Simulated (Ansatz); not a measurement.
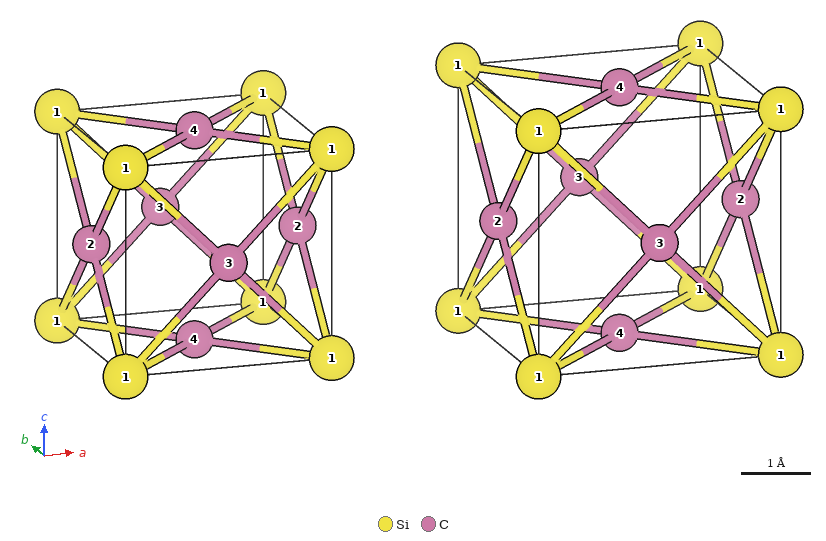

Two geometries of solid SiC₃ (a generated structure, set up in Pm-3m) (coarse preliminary run), drawn at one scale. One is the start of a relaxation, the other its converged end. A ball-and-stick model of the cell of the calculation, seen slightly off an axis.

All numbers below come from Ansatz, DFT PBE, scalar-relativistic, plane waves, PAW. Set-up: plane-wave cutoff 420 eV; k-point mesh 4 × 4 × 4; occupations gaussian; smearing width 0.1 eV; no spin polarisation; cell and atoms relaxed; force threshold 0.04 eV/Å; at most 70 steps.

Q: Which geometry has the lower energy?

A: The left one is the relaxed one. Over 5 accepted moves (7 points after the start) the energy falls by 2.648 eV per cell of the calculation. All forces vanish by symmetry, so only the cell relaxes. The pressure goes from −25.76 to −0.04 GPa. At 2 points the geometry stayed and the basis and grid were re-selected for the new cell (energy shift of 7.7 meV per cell of the calculation at most each time). The atoms keep their places relative to the cell (all moves are under 0.005 Å). The volume changes by −38.3 %, with a = b = c 3.742 → 3.185 Å (−14.9 %). Among the contacts that change: Si1–C2 2.646 → 2.252 Å. The space group stays Pm-3m (No. 221). Cost: 5.7 s on 1 thread of Arm Neoverse V1, on a shared host, peak memory 0.27 GiB.

Limits of the set-up: the k-point mesh is coarse for a cell with partly filled bands.
